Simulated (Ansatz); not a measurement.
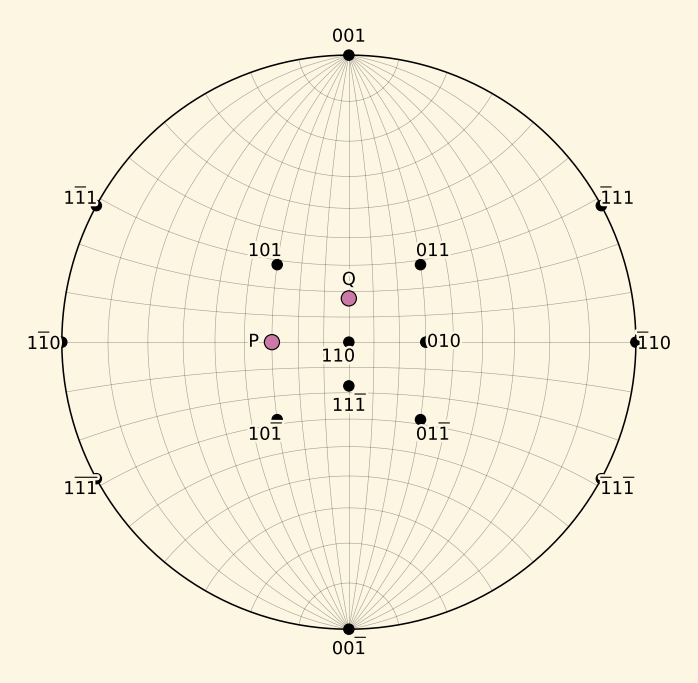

Crystal: Ir, coordinates from a relaxation at fixed volume with DFT HSE06, scalar-relativistic, plane waves, PAW in Ansatz 0.2.0; the starting structure was generated, so it need not be a known form of this composition. Stereographic projection of plane normals (upper hemisphere) centred on (1 1 0). Symmetry computed with spglib at a tolerance of 0.002 Å; standard conventional cell.

a = 2.727 Å, b = 2.727 Å, c = 4.368 Å, α = 90.00°, β = 90.00°, γ = 120.00°.

Index the poles marked P, Q.

P is (1 0 0), in four indices (1 0 −1 0), 30.0° from the centre; Q is (1 1 1), in four indices (1 1 −2 1), 17.3° from the centre.

What is the angle between the normals of (−1 1 1) and (0 1 1), and what are their d_hkl = 1/|g|?

52.2°; d = 2.077 Å and 2.077 Å.
